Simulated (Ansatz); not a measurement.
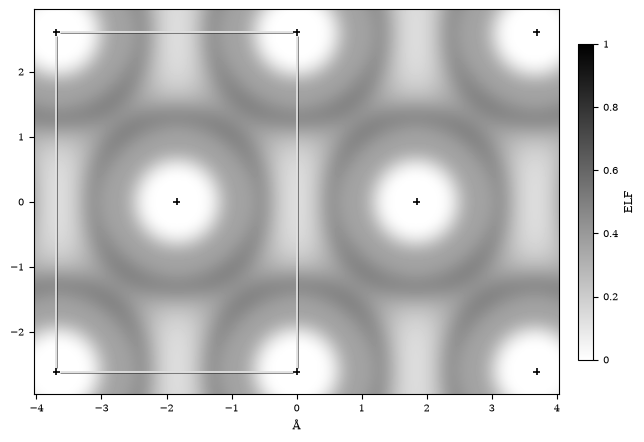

The electron localisation function on a plane through atoms (crosses mark nuclei in the plane).

Method: Kohn-Sham DFT of a periodic cell, HSE06, Ansatz PAW (Ansatz).

Candidates:
A. Sb, a = 3.69 Å, b = 3.69 Å, c = 3.69 Å, α = 90.00°, β = 90.00°, γ = 90.00°. Space group Im-3m; a structure from a database of computed crystals, not necessarily the ambient phase; computed pressure about 5 GPa in this cell.
B. Si, a = 2.59 Å, b = 2.59 Å, c = 2.43 Å, α = 90.00°, β = 90.00°, γ = 120.00°. Space group P6/mmm; a structure from a database of computed crystals, not necessarily the ambient phase; computed pressure about 6 GPa in this cell.
C. Mo, a = 3.23 Å, b = 3.23 Å, c = 3.23 Å, α = 90.00°, β = 90.00°, γ = 90.00°. Space group Im-3m; a structure from a database of computed crystals, not necessarily the ambient phase; computed pressure about −21 GPa in this cell.

Which candidate gave the map?

Candidate A: Sb on the (101) plane of the conventional cell, which holds Sb. Sb–Sb (3.20 Å): the ELF is about 0.45 at the midpoint.
